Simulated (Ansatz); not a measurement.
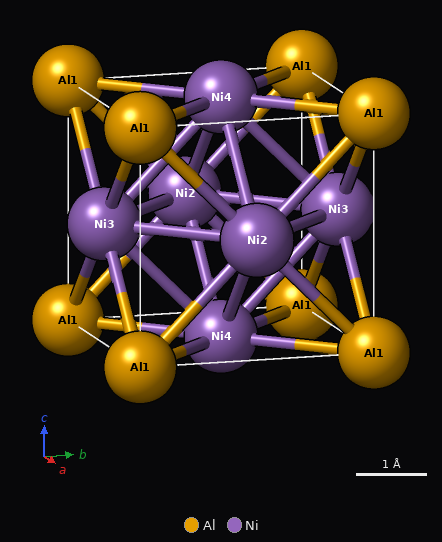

**Figure 1.** The input geometry (ball-and-stick view of the cell of the calculation, seen slightly off an axis; atoms are numbered from 1 in the order of the input). An atom can appear more than once, as a periodic image. Near neighbours in the periodic cell (some may lie outside the picture): Al has 12 Ni at 2.49 Å; Ni has 4 Al at 2.49 Å and 8 Ni at 2.49 Å.

**Band-structure calculation, with input and output: AlNi3**

The run: band-structure calculation of AlNi3 (Pm-3m, 4 atoms in the cell). Method and program: DFT PBEsol, scalar-relativistic, plane waves, PAW, spin-polarised (Ansatz 0.2.0).

The structure derives from a Materials Project entry. Figures and captions count atoms from 1; the log counts them from 0 in places.

Log
```
Warning: checkpoint.read: spin seed differs: saved 7b7f9a96478c…, current c54bbc030d02…; the loaded state replaces the seed-built initial guess (but the starting_ns of a DFT+U solve that opens without the state's occupation matrices), so the run may converge into the producing seed's basin, or, where the symmetry group that follows from this deck's starting moments and starting_ns does not hold the saved magnetisation, lose that magnetisation at its first build. Where atoms have moved since the state was saved, this difference can also decide whether moments are moved with them. A self-consistent run of this deck without the state starts from its starting moments and, under a DFT+U term, its starting_ns
scf.n_extra_bands = 10 over 29 filled bands (N_el = 57.0): the run solves 39 bands
Engine: ansatz 0.2.0, aarch64-unknown-linux-gnu
Pseudopotentials: kind: paw
Pseudopotential: Al, paw, valence charge 3, recommended cutoff 420 eV (normal), Al.paw.azcp
Pseudopotential: Ni, paw, valence charge 18, recommended cutoff 420 eV (normal), Ni.paw.azcp
Functional definition: PBEsol
  exchange = pbesol_x
  correlation = pbesol_c
Crystal: 4 atoms, lattice volume = 43.580 Å³
Basis set: ecut = 420 eV, 847 PW (Γ), exchange–correlation on 48×48×48 points (8 copies of the dense FFT grid, shifted against one another)
Bands: 39, of which v1, the nominal top of the filled ones, is band 29 counted from 1 (28 counted from 0)
Symmetry: 48 space group operations
Space group: Pm-3m (ITA 221), of the structure as read, at distance tolerance 3.5e-5 Å
Magnetic group: BNS 221.92 (UNI 1594), of the structure as read, at distance tolerance 3.5e-5 Å
k-points: 84 of 1728
Non-local potential: Al, projectors of the file, l = 0: 2, l = 1: 2, l = 2: 1
Non-local potential: Ni, projectors of the file, l = 0: 3, l = 1: 2, l = 2: 3, l = 3: 1
PAW form: soft (Blöchl's): semilocal exchange-correlation on the pseudo side does not see the compensation charge
PAW frozen core: Al, regenerated for the run's functional, and the local potential with it (the file was generated under x = pbe(κ = 0.804, μ = 0.2195149727645171), c = pbe(β = 0.06672455060314922))
PAW frozen core: Ni, regenerated for the run's functional, and the local potential with it (the file was generated under x = pbe(κ = 0.804, μ = 0.2195149727645171), c = pbe(β = 0.06672455060314922))
PAW one-centre angular grid: Al, 110 points (default); XC on 64 Gauss nodes
PAW one-centre angular grid: Ni, 590 points (default); XC on 64 Gauss nodes
Initial density: read from a saved state, or passed on in memory by an earlier SCF of this step, an earlier step, the calling program or the single point that the run made first
Stability of the state it starts from, as read at its close in the collinear treatment: not read negative (Ritz values of 1 − χ₀K, real part plus size of imaginary part, from 0.33 to 1.0, by its mixing steps under the symmetry group of the SCF that read it); its run was given moments
Starting moments: Σ|m| = 0.84 μB on 3 of 4 sites; this step starts from the density that it was given
Initial wavefunctions: pseudopotential atomic-orbital guess
Functional: x = pbesol(κ = 0.804, μ = 0.12345679012345678), c = pbesol(β = 0.046)
iter 1 solved again at ethr=5.17e-8 eV; its pass at ethr=3.10e-3 eV (dr2=2.95e-5 eV) is discarded
SCF iter   1: F=—  HF=-17941.253182 eV  |F-HF|=—  |Δ(HF+E_count)|=         —  Δρ=1.42e-7 (↑1.42e-7 ↓9.77e-8)  dr2=1.35e-11  dr2_m=2.83e-13  M=0.688 μB ∫|m|=0.851 μB  β_m=0.30  ethr=5.17e-8  ⟨swp⟩=3.1  Hψ=42618  notcnv=0
eigensolver tolerance schedule: the retry pair's looser diagonalisation over-reported the residual by 2177707.02 of it (diagonalisation noise at an unbounded share of the residual, at the tolerance the schedule requests for it); recorded, not acted on — ethr = c·dr2/N_el stays at c = 1.0e-1
preconditioner: auto → Kerker (q_TF=auto, 2.853 Å⁻¹)  [metal: Δε(μ)=0.002 eV  Ē_g=10.654 eV  σ=0.100 eV  W_gap=0.01  n_scr=18 (ndim 8)  ℏωp=32.3 eV  f_vac=0.001  D(μ)=3.35/eV (n_scr^D=32)]
spin=Collinear: Kerker preconditioning applied to the charge; magnetization (m = ρ↑ − ρ↓) channel mixes plain (no charge-response kernel on spin).
SCF iter   2: F=-17941.253182 eV  HF=-17941.253182 eV  |F-HF|=2.91e-11  |Δ(HF+E_count)|=   1.05e-8  Δρ=2.08e-7 (↑1.49e-7 ↓2.08e-7)  dr2=3.33e-11  dr2_m=3.81e-13  M=0.688 μB ∫|m|=0.851 μB  ethr=1.00e-12  ⟨swp⟩=10.8  Hψ=41032  notcnv=0
SCF 1 converged in 2 iterations: F = -17941.253182 eV  dr2 = 3.33e-11
  greatest PAW one-centre occupation: 1.001 electrons in one spin orbital (limit 2), on the Ni atom at site 3 (counted from 0), in its partial waves of l = 1
NSCF: frozen V_eff on 86 k-points
NSCF: frozen V_eff on 220 k-points
SCF converged after 2 iterations
Magnetization: 0.6882 μB (28.8441 up, 28.1559 down)
Absolute magnetization: 0.8514 μB (∫|ρ↑−ρ↓|, with the PAW one-centre terms)
Spin contamination: 0.0079 ħ² per cell (⟨S²⟩ above its minimum at these occupations)
Per-site moments (μB) at R_I (Å): [(-0.01524655512876515, 1.026454302809914), (0.2535577433569565, 1.026454302809914), (0.25355774335695686, 1.026454302809914), (0.2535577433569566, 1.026454302809914)]
Free energy (F): -17941.253182 eV
Harris-Foulkes:  -17941.253182 eV  (|F-HF|=2.91e-11)
Internal energy: -17941.236421 eV  (E = F + TS)
E sigma→0 (E₀):  -17941.244801 eV
Entropy (-TS):   -0.016761 eV (-4.190 meV/atom)
Fermi energy:    16.376886 eV
--- Per-component energies (eV) ---
  E_band       = -902.034470
  E_kinetic    = 880.221495
  E_local      = -11850.040910  (includes V_loc(G=0)·N_el)
  E_nonlocal   = 1919.591891
  E_hartree    = 5043.324356
  E_xc         = -296.379197
  E_vxc        = -361.779895  (∫ρ·V_xc dr)
  E_paw        = -5240.942314  (= ΣΔE_a)
  E_vpaw       = -1576.678178  (= ΣTr[D̂ρ^β])
  E_aug_tail   = 0.001585  (compensation charges beyond the density's cutoff)
  E_ewald      = -8397.624332
  E_core_change = 0.611006  (= ΣΔE_core)
  E_smearing   = -0.016761  (= −TS)
  E_closure    = -0.000000  (closes the sum)
  Σ components = -17941.253182   (vs F -17941.253182, Δ=0.00e0)
--- Forces (eV/Å), atoms counted from 1 ---
  atom   1  Al     0.00000000     0.00000000     0.00000000
  atom   2  Ni     0.00000000    -0.00000000     0.00000000
  atom   3  Ni    -0.00000000    -0.00000000    -0.00000000
  atom   4  Ni    -0.00000000    -0.00000000    -0.00000000
  max |Σ_I F_I| component: 3.56e-29 eV/Å
--- Stress (GPa, compression-positive) ---
        0.003400       0.000000       0.000000
        0.000000       0.003400       0.000000
        0.000000       0.000000       0.003400
  P = ⅓ Tr σ = 0.0034 GPa (0.034 kbar)
--- Band table (eV; the first three rows and the last of 168) ---
  k-point 0 ↑: bands = ["-86.4900", "-86.4557", "-86.4557", "-47.0894", "-47.0894", "-47.0894", "-47.0082", "-47.0082", "-47.0082", "-46.9340", "-46.9340", "-46.9340", "6.1185", "11.8279", "12.5293", "12.5293", "12.9043", "12.9043", "12.9043", "14.9465", "14.9465", "14.9465", "15.8209", "15.8209", "16.1361", "16.3317", "16.3317", "16.3317", "17.1930", "17.1930", "17.1930", "23.0837", "23.0837", "23.9829", "28.8186", "28.8186", "28.8186", "30.5575", "30.5575"]
  k-point 1 ↑: bands = ["-86.4895", "-86.4562", "-86.4557", "-47.0880", "-47.0880", "-47.0871", "-47.0086", "-47.0086", "-47.0083", "-46.9367", "-46.9351", "-46.9351", "6.2057", "11.8562", "12.4781", "12.5855", "12.9195", "12.9195", "12.9252", "14.8957", "14.8957", "14.9233", "15.7681", "15.8221", "16.1022", "16.1022", "16.1030", "16.3318", "16.8421", "17.5350", "17.5350", "23.0749", "23.3689", "24.2664", "28.4068", "28.4068", "28.5627", "29.9629", "29.9629"]
  k-point 2 ↑: bands = ["-86.4880", "-86.4577", "-86.4556", "-47.0837", "-47.0837", "-47.0802", "-47.0098", "-47.0098", "-47.0086", "-46.9443", "-46.9381", "-46.9381", "6.4654", "11.8853", "12.3393", "12.7479", "12.9635", "12.9635", "12.9851", "14.7564", "14.7564", "14.8576", "15.5785", "15.7655", "15.7655", "15.8215", "16.0083", "16.1559", "16.3320", "18.2032", "18.2032", "23.0489", "23.6382", "25.3726", "27.1914", "27.1914", "27.9719", "29.3269", "30.0626"]
  k-point 83 ↓: bands = ["-86.1497", "-86.1497", "-86.1497", "-46.8001", "-46.8001", "-46.8001", "-46.7699", "-46.6690", "-46.6690", "-46.6690", "-46.5757", "-46.5757", "10.6016", "12.4003", "12.4003", "12.4003", "14.1945", "14.1945", "14.1945", "14.4821", "14.4821", "14.4821", "15.1994", "15.1994", "15.1994", "15.4699", "15.4699", "16.0247", "16.4947", "16.4947", "16.4947", "20.1198", "20.7119", "20.7119", "20.7119", "34.6859", "34.6859", "36.6077", "36.6077"]
--- Löwdin populations: 4 sites ---
  site symbol       q [e]    m [muB]
     0     Al      3.5408    -0.0397
     1     Ni     17.6272     0.2509
     2     Ni     17.6272     0.2509
     3     Ni     17.6272     0.2509
  spilling = 0.010132 (of n_electrons = 57.000000)
--- Bader charges: 4 sites ---
  site symbol  charge [e]  shift [e]    m [muB]
     0     Al      1.9405     0.0002    -0.0127
     1     Ni     -0.6468     0.0001     0.2336
     2     Ni     -0.6468     0.0001     0.2336
     3     Ni     -0.6468     0.0001     0.2336
  estimated error of the sums over rays = 2.5e-4 e
```

File bader_charges.tsv
```
# site	symbol	x_ang	y_ang	z_ang	partial_charge_e	electrons	volume_ang3	relative_density_drop	shared_charge_e	partial_wave_shift_e	spin_moment_mub
# quadrature_error_electrons = 2.5e-4
0	Al	0.0000	0.0000	0.0000	1.94051	11.05949	5.29	-	1.94051	0.00019	-0.01266
1	Ni	0.0000	1.7595	1.7595	-0.64684	28.64684	12.76	-	-0.64684	0.00006	0.23363
2	Ni	1.7595	0.0000	1.7595	-0.64683	28.64683	12.76	-	-0.64683	0.00006	0.23363
3	Ni	1.7595	1.7595	0.0000	-0.64683	28.64683	12.76	-	-0.64683	0.00006	0.23363
```

File populations.tsv
```
# site	symbol	l	j	q_up	q_dn
# orbitals = lowdin
# n_electrons = 57.000000
# spilling = 0.010132
0	Al	0_3S	-	0.575752	0.573878
0	Al	1_3P	-	1.174813	1.216403
1	Ni	0_3S	-	0.993588	0.993684
1	Ni	0_4S	-	0.365833	0.371073
1	Ni	1_3P	-	2.997120	2.997209
1	Ni	2_3D	-	4.582517	4.326197
2	Ni	0_3S	-	0.993588	0.993684
2	Ni	0_4S	-	0.365833	0.371073
2	Ni	1_3P	-	2.997120	2.997209
2	Ni	2_3D	-	4.582517	4.326197
3	Ni	0_3S	-	0.993588	0.993684
3	Ni	0_4S	-	0.365833	0.371073
3	Ni	1_3P	-	2.997120	2.997209
3	Ni	2_3D	-	4.582517	4.326197
```

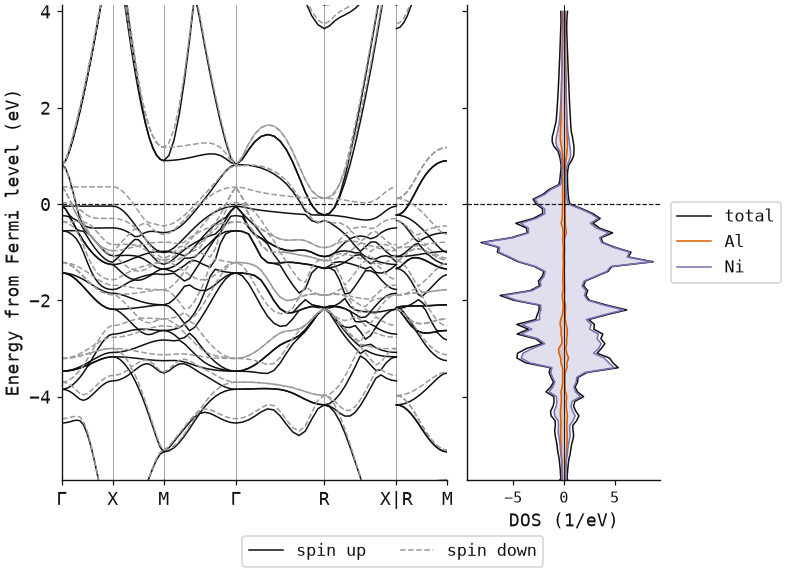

**Figure 2.** Band structure along Γ–X–M–Γ–R–X|R–M and density of states (projected on Löwdin-orthogonalised atomic shells), with energies from the Fermi level. Bands cross the Fermi level: a metal at this level of theory.

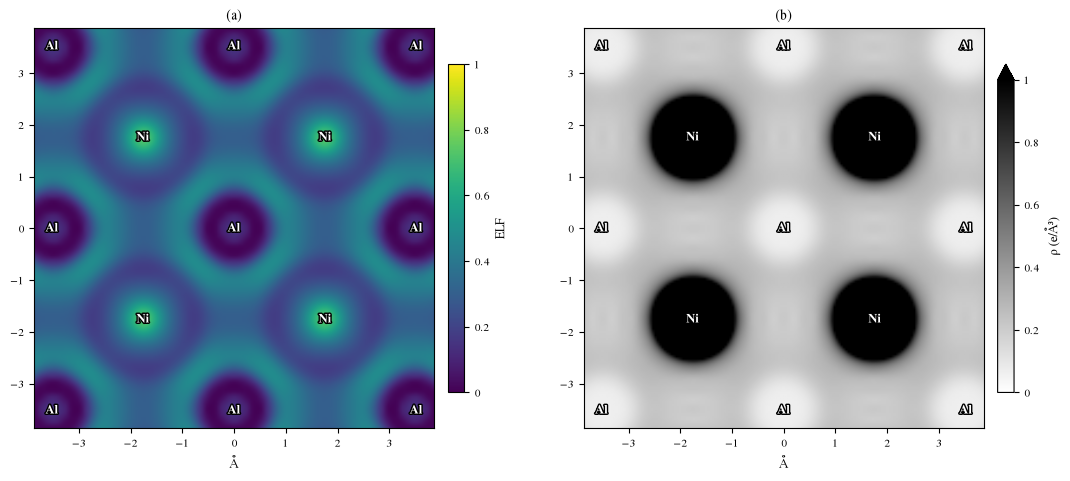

**Figure 3.** (a) electron localisation function; (b) valence electron density on the (010) plane of the conventional cell. The section cuts through Al and Ni sites. Al–Ni (2.49 Å): the density is about 0.31 e/Å³ at the midpoint; the ELF is about 0.35 at the midpoint; no localised pair between them. Away from the nuclei the density in this plane falls to 0.19 e/Å³ at its lowest. The strong features right at Ni lie inside the PAW spheres (semicore, d or f shells) and say nothing about bonding. The fields are those of the smooth PAW valence density.

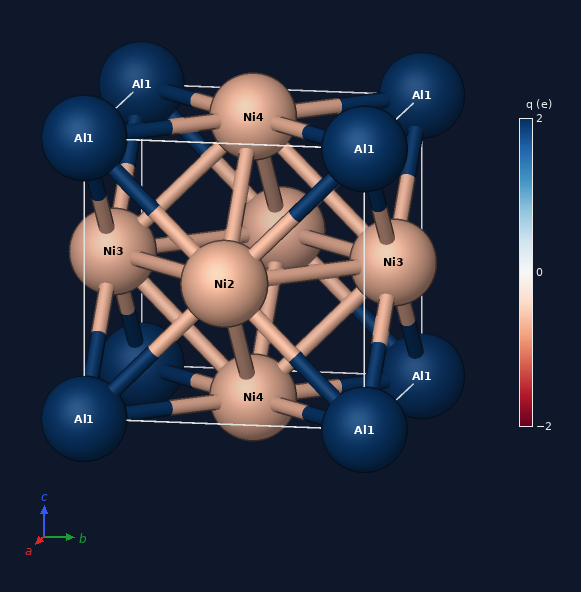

**Figure 4.** Bader charges, as the colour of each atom (ball-and-stick view of the cell of the calculation, seen slightly off an axis; atoms are numbered from 1 in the order of the input). By element: Al +1.94 and Ni −0.65 e.

The run was set up as follows.

Input file
```yaml
crystal:
  lattice:
    - [3.5190923544, 0.0, 0.0]
    - [0.0, 3.5190923544, 0.0]
    - [0.0, 0.0, 3.5190923544]
  atoms:
    - { symbol: Al, position: [0.0, 0.0, 0.0] }
    - { symbol: Ni, position: [0.0, 0.5, 0.5], spin: 0.28 }
    - { symbol: Ni, position: [0.5, 0.0, 0.5], spin: 0.28 }
    - { symbol: Ni, position: [0.5, 0.5, 0.0], spin: 0.28 }
basis:
  ecutwfc: 420
kpoints:
  mp_grid: { grid: [12, 12, 12] }
  band_path:
    path:
      - [[0.0, 0.0, 0.0], [0.0, 0.5, 0.0], [0.5, 0.5, 0.0], [0.0, 0.0, 0.0], [0.5, 0.5, 0.5], [0.0, 0.5, 0.0]]
      - [[0.5, 0.5, 0.5], [0.5, 0.5, 0.0]]
    npoints: 14
hamiltonian:
  xc: pbesol
scf:
  occupations: { method: gaussian, width: 0.1 }
  n_extra_bands: 10
output:
  forces: true
  stress: true
  eigenvalues: true
  populations: true
  dos: { projected: true, de: 0.02, nscf_kmesh: { grid: [18, 18, 18] } }
  bader: true
  write_density: true
  write_potential: true
  elf: true
  volumetric_format: npy
magnetization:
  spin_polarized: true
checkpoint:
  read: start.run
  write: ck
  compress: false
  write_wavefunctions: false
  write_every: 100000
```

Command:
```bash
ansatz run input.yaml --threads 1 --pin off --max-ram 2560MiB --backend cpu --events-out ev --progress --plain --runs-dir out
```

Summary

```json
{"quantity": "outcome", "value": "converged"}
{"quantity": "space group (tolerance 0.01 Å)", "value": "Pm-3m (221)"}
{"quantity": "electrons treated", "value": "57"}
{"quantity": "free energy", "value": "−17941.2532 eV"}
{"quantity": "Fermi energy", "value": "16.377 eV"}
{"quantity": "gap on the k-point mesh", "value": "none (metallic)"}
{"quantity": "net moment of the cell", "value": "0.69 μB"}
{"quantity": "integrated absolute moment", "value": "0.85 μB"}
{"quantity": "pressure", "value": "0.00 GPa"}
{"quantity": "largest force (length of the vector)", "value": "under 0.001 eV/Å"}
{"quantity": "hardware", "value": "1 thread of Arm Neoverse V1, 24 GiB of memory available, shared host"}
{"quantity": "wall time", "value": "63 s"}
{"quantity": "peak memory", "value": "0.53 GiB"}
```

The program warns: the state was not tested for a lower one.
